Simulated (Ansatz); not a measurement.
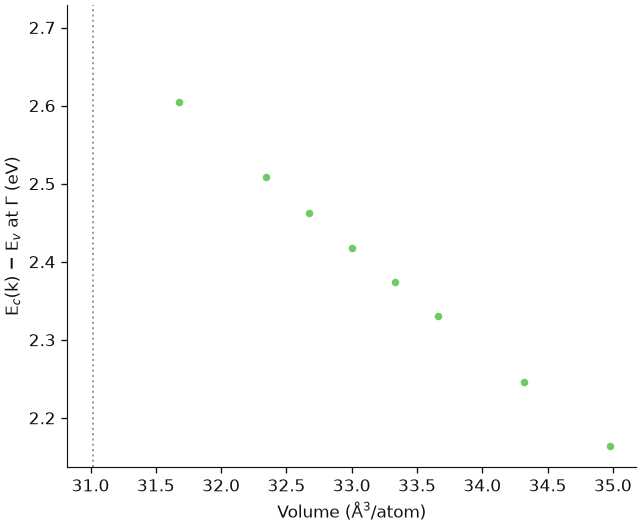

Lowest conduction level at Γ, counted from the valence-band top at Γ. One run is left out (dotted line).

System: wurtzite MgTe, space group P6_3mc (No. 186), 4 atoms in the cell. The cell is scaled at fixed shape and fractional positions. At 33.00 Å³/atom, a = 4.540 Å, c = 7.395 Å (hexagonal axes). Level of theory: PBEsol, all-electron LAPW, no spin polarisation, no spin-orbit coupling, 9×9×5 k mesh, Fermi-Dirac smearing of 0.03 eV; code Ansatz 0.2.0.

```csv
volume,Γ (eV),pressure (GPa)
31.68 Å³/atom,2.60,2.1
32.34 Å³/atom,2.51,1.2
32.67 Å³/atom,2.46,0.8
33.00 Å³/atom,2.42,0.4
33.33 Å³/atom,2.37,0.1
33.66 Å³/atom,2.33,−0.3
34.32 Å³/atom,2.25,−0.9
34.98 Å³/atom,2.16,−1.5
```

What does the missing run, at 31.02 Å³/atom, give?

A fit through the other points against the logarithm of the volume gives 2.69 eV at Γ (a straight line). The run itself gives 2.70 eV, within 0.01 eV of the estimate.

What is the deformation potential dE/d ln V?

A straight line against ln V has a slope of −4.5 eV at Γ.

Spin-orbit coupling is left out, which matters for Te. LDA, GGA and most meta-GGA functionals understate gaps.
